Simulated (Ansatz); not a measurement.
Si

Input

```
crystal:
  lattice:
    - [2.5226526954, 0.0, 0.0]
    - [0.0, 2.5226526954, 0.0]
    - [0.0, 0.0, 2.5226526954]
  atoms:
    - { symbol: Si, position: [0.0, 0.0, 0.0] }
hamiltonian:
  xc: r2scan
  pseudopotentials:
    kind: paw
    azcp:
      Si: "pseudopotentials/Si.paw.azcp"
basis:
  ecutwfc: 500
  fft_grid_basis: typed
kpoints:
  mp_grid: { grid: [20, 20, 20], shift: [0, 0, 0] }
magnetization:
  spin_polarized: false
scf:
  occupations: { method: fermi_dirac, width: 0.1 }
output:
  write_density: true
  write_potential: true
  elf: true
  volumetric_format: npy
```

Launched as:

```sh
ansatz run input.yaml --threads 1 --pin off --max-ram 3584MiB --backend cpu --events-out ev --progress --plain --runs-dir out
```

Below, planes, directions and counts refer to the conventional cell (a = 2.52 Å, b = 2.52 Å, c = 2.52 Å, α = 90.00°, β = 90.00°, γ = 90.00°).

Space group Pm-3m; set up as Si, simple cubic; a generated structure, not necessarily the stable one.

The calculation used Ansatz 0.2.0, DFT, r2SCAN, plane waves (500 eV) with PAW, scalar-relativistic.

Predict the valence pseudo-density and electron localisation function between the atoms.

Si–Si (2.52 Å): ρ is about 0.4 e/Å³ halfway; the ELF peaks at about 0.85 between the atoms.

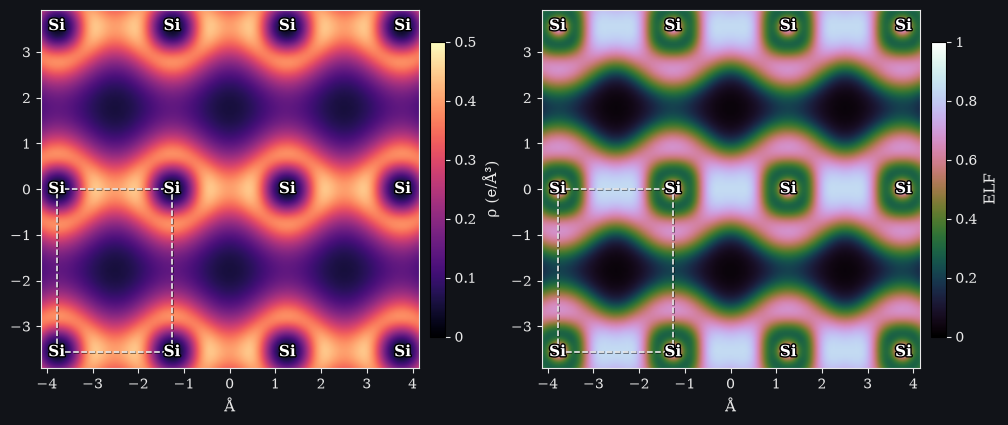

Computed valence pseudo-density and electron localisation function on the (011) plane of the conventional cell, in this order. 

The density is the valence pseudo-density of a PAW calculation; it isn't the true density close to the nuclei.
